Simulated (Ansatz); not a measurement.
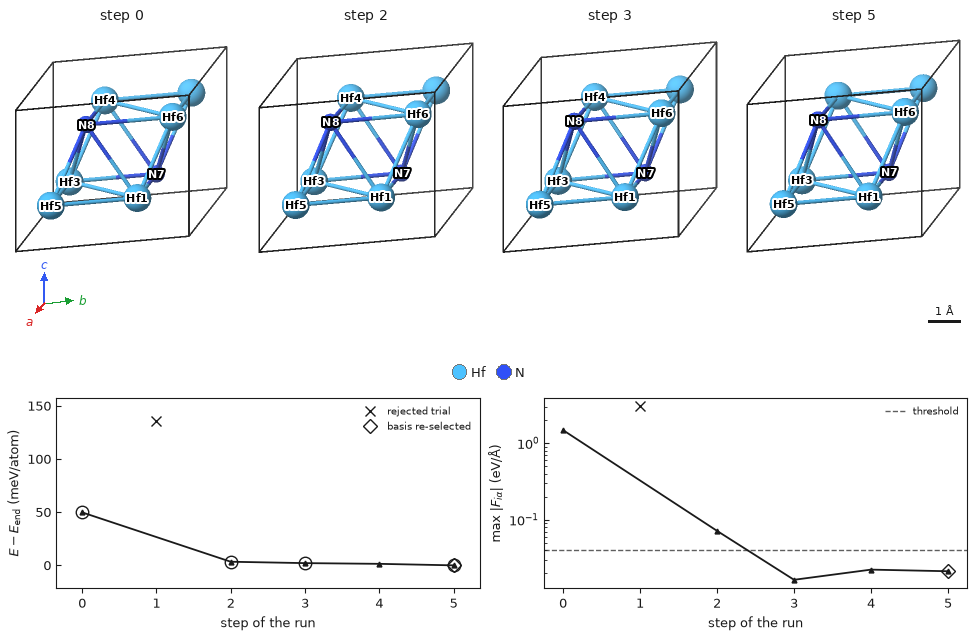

Frames of a relaxation of crystalline Hf3N (built on the Ni3Sn (D0_19)_194 type) (coarse preliminary run), marked on the history of the run. The picture is a ball-and-stick view of the cell of the calculation, seen slightly off an axis.

Case: Ni3Sn (D0_19) type (P6_3/mmc, No. 194).

Method: DFT PBE, scalar-relativistic, plane waves, PAW in Ansatz 0.2.0. Settings: plane-wave cutoff 420 eV; k-point mesh 3 × 3 × 4; occupations gaussian; smearing width 0.1 eV; no spin polarisation; cell and atoms relaxed; force threshold 0.04 eV/Å; at most 70 steps.

What happens along the run?

Answer. The largest moves relative to the cell, 0.038 Å, are those of Hf atoms. N stays in place. Cell: a = b 5.768 → 5.803 Å (+0.6 %), c 4.629 → 4.839 Å (+4.5 %). Volume +5.8 %. Some distances before and after: Hf–Hf 2.853 → 2.966 Å, Hf–Hf 2.890 → 2.972 Å, Hf–N 2.849 → 2.920 Å, Hf–Hf 2.878 → 2.831 Å. The space group stays P6_3/mmc (No. 194). After 3 accepted moves (5 points after the start) the energy has fallen by 49.8 meV per atom. The largest force component goes from 1.5 to 0.021 eV/Å. The pressure goes from 7.13 to −0.04 GPa. The line search rejected the trial step at point 1 of the run. The SCF was repeated once at an unchanged geometry on a basis and grid sized afresh for the cell, which shifted the energy by 1.4 meV per atom at most. Cost: 29 s on 1 thread of Intel(R) Xeon(R) 6975P-C (Granite Rapids) (shared host), peak memory 0.5 GiB. From step 0 to 2: Hf atoms move most (0.04 Å), volume +5.2 %, energy −46.4 meV per atom. From step 2 to 3: volume +0.4 %, energy −1.3 meV per atom. From step 3 to 5: volume +0.2 %, energy −2.1 meV per atom.
